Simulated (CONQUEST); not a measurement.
**CsBr: 7 runs along one coordinate**

System: CsBr (Pm-3m, 2 atoms in the cell).
Method: Kohn-Sham DFT of a periodic cell, PBE, PseudoDojo NC PBE, no spin polarisation (CONQUEST 1.3).

The 7 runs differ only in the geometry, by an even scaling of the cell at fixed fractional positions. The structure derives from a Materials Project entry.

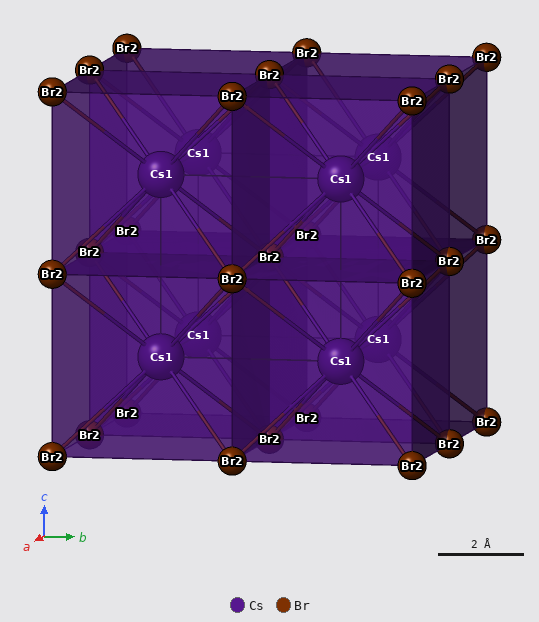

Figure 1. The structure of run 4 (polyhedral view of the cell of the calculation, seen slightly off an axis; polyhedra are completed across the faces of the cell; atoms are numbered from 1 in the order of the input).

**Input of run 4**
```
IO.Title CsBr
IO.Coordinates coords.dat
IO.FractionalAtomicCoords T
IO.Iprint 2
IO.Iprint_init 1
General.NumberOfSpecies 2
General.PseudopotentialType hamann
AtomMove.TypeOfRun static
AtomMove.FullStress T
Grid.PointsAlongX 48
Grid.PointsAlongY 48
Grid.PointsAlongZ 48
DM.SolutionMethod diagon
Diag.MPMesh T
Diag.GammaCentred T
Diag.MPMeshX 6
Diag.MPMeshY 6
Diag.MPMeshZ 6
Diag.kT 0.00183747
minE.SCTolerance 1e-6
SC.MaxIters 100
IO.AtomChargeOutput T
%block ChemicalSpeciesLabel
1 132.910 Cs
2 79.900 Br
%endblock
```

Command:
```bash
Conquest
```

Lattice vectors (Å) and fractional positions of run 4:
```
   4.325622    0.000000    0.000000
   0.000000    4.325622    0.000000
   0.000000    0.000000    4.325622
Cs  0.000000  0.000000  0.000000
Br  0.500000  0.500000  0.500000
```

Run 6 has the same physical settings and fractional positions; its lattice vectors (Å) are:
```
   4.382545    0.000000    0.000000
   0.000000    4.382545    0.000000
   0.000000    0.000000    4.382545
```

**Results, with one run withheld**

| run | volume per atom (Å³) | free energy per atom, from the lowest run given (meV) | pressure (GPa) | gap on the mesh (eV) |
| --- | --- | --- | --- | --- |
| 1 | 38.040 | 16.10 | 1.56 | 4.70 |
| 2 | 38.850 | 9.25 | 1.15 | 4.62 |
| 3 | 39.659 | 4.50 | 0.77 | 4.54 |
| 4 | 40.468 | 1.52 | 0.48 | 4.46 |
| 5 | 41.278 | 0.00 | 0.12 | 4.38 |
| 6 | 42.087 | ? | ? | ? |
| 7 | 42.896 | 1.02 | −0.32 | 4.23 |

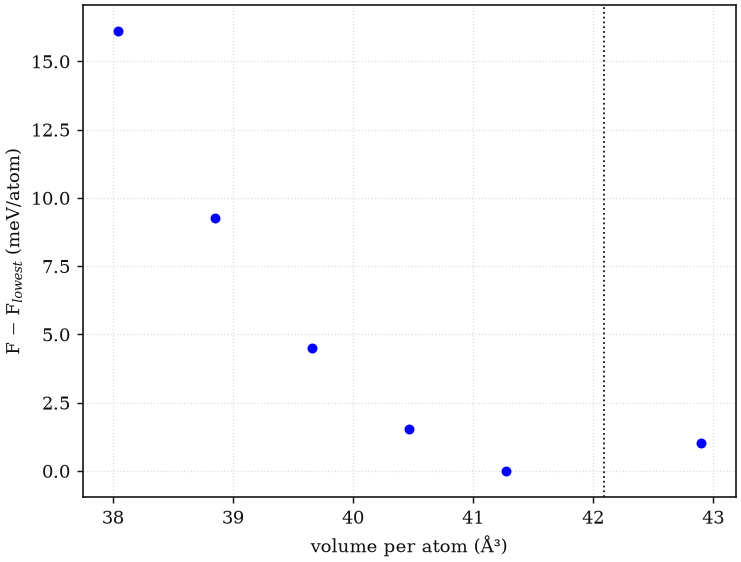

Figure 2. Free energy per atom of the runs given; the dotted line marks run 6.

What should run 6 give?

A cubic polynomial in V^(−2/3) (the Birch–Murnaghan form), fitted to the 6 runs given, misses them by at most 0.03 meV per atom. With x = V^(−2/3) − 0.08529 Å⁻², it reads F = 2.4824 + 2468.8 x + 5.8588e+05 x² + 6.4679e+06 x³ (meV per atom). At run 6 it gives −0.07 meV per atom, and the run itself gives −0.07. The slope of the fit gives a pressure −dF/dV of −0.10 GPa there, and the run prints −0.10 GPa. The fit has its minimum at 41.741 Å³ per atom, where V d²F/dV² gives 12.8 GPa: the bulk modulus at this level, since symmetry fixes the shape and the positions. The gap on the mesh goes, without turning, from 4.70 eV in run 1 to 4.23 eV in run 7; run 6 has 4.30 eV. These are gaps of this functional on this mesh, which can miss the band edges; they aren't the measured gap.

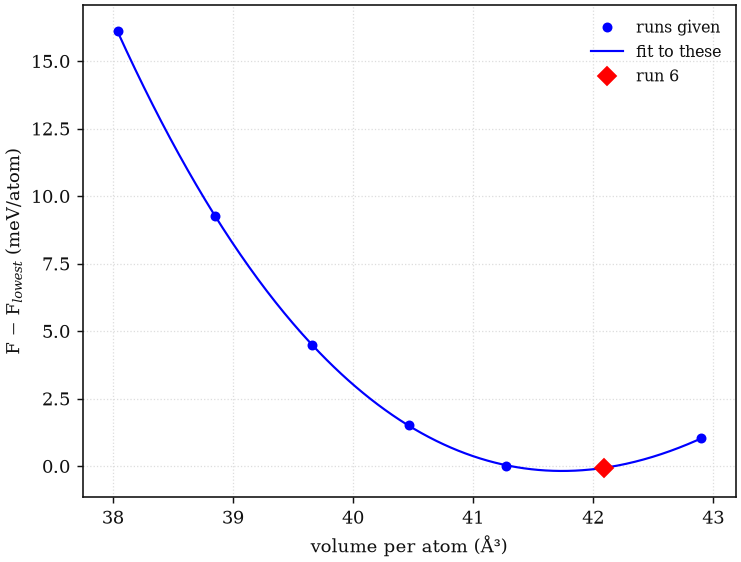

Figure 3. The fit and the withheld run.

**Some lines of the output (run 6)**
```
[...]
      Using Fermi-Dirac smearing
          DFT Total Energy                 :       -39.221855879108759 Ha
          DFT Total Energy                 :       -39.229540211589736 Ha
          DFT Total Energy                 :       -39.229613507984368 Ha
          DFT Total Energy                 :       -39.229630227722758 Ha
          DFT Total Energy                 :       -39.229630658969299 Ha
          DFT Total Energy                 :       -39.229630659216625 Ha
      |* DFT total energy        =       -39.229630659216625 Ha
    force: Average pressure:     -0.09502424 GPa
```

Notes: With a small basis of atomic orbitals these values can differ much from converged plane-wave results.
